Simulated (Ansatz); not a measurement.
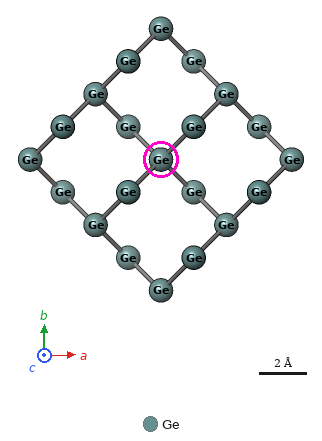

Perfect Ge. A ball-and-stick model of the atoms within 6.0 Å of one point, in a slice 5.0 Å thick across the line of sight, seen along the c axis.

Method: Ansatz, DFT, PBEsol, PAW, plane waves. (plane-wave cutoff 420 eV; k-point mesh 1 × 1 × 1; mesh shifted by (0.25, 0.25, 0.25); collinear spin) Fermi-Dirac smearing of 0.01 eV. A uniform background neutralises the charged cell. The axes drawn are those of the host's conventional cell.

A germanium atom is replaced by selenium at the ringed place, in charge state +2. The supercell has 64 sites, and the atoms are relaxed at the host's cell.

> Predict the relaxed surroundings of the defect.

In the host the Ge atom has 4 Ge at 2.46 Å; the Se atom ends with 4 Ge at 2.57 to 2.62 Å. Of the host's atoms, a germanium atom moves furthest from its site, by 0.16 Å. The cell ends without a net magnetic moment.

The relaxed defect, seen from the same direction:

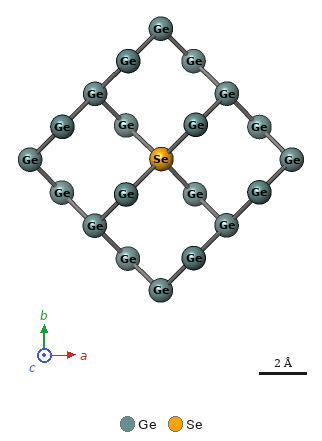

Limits of the set-up: the cell is charged, on a uniform background, and energies carry no finite-size correction.
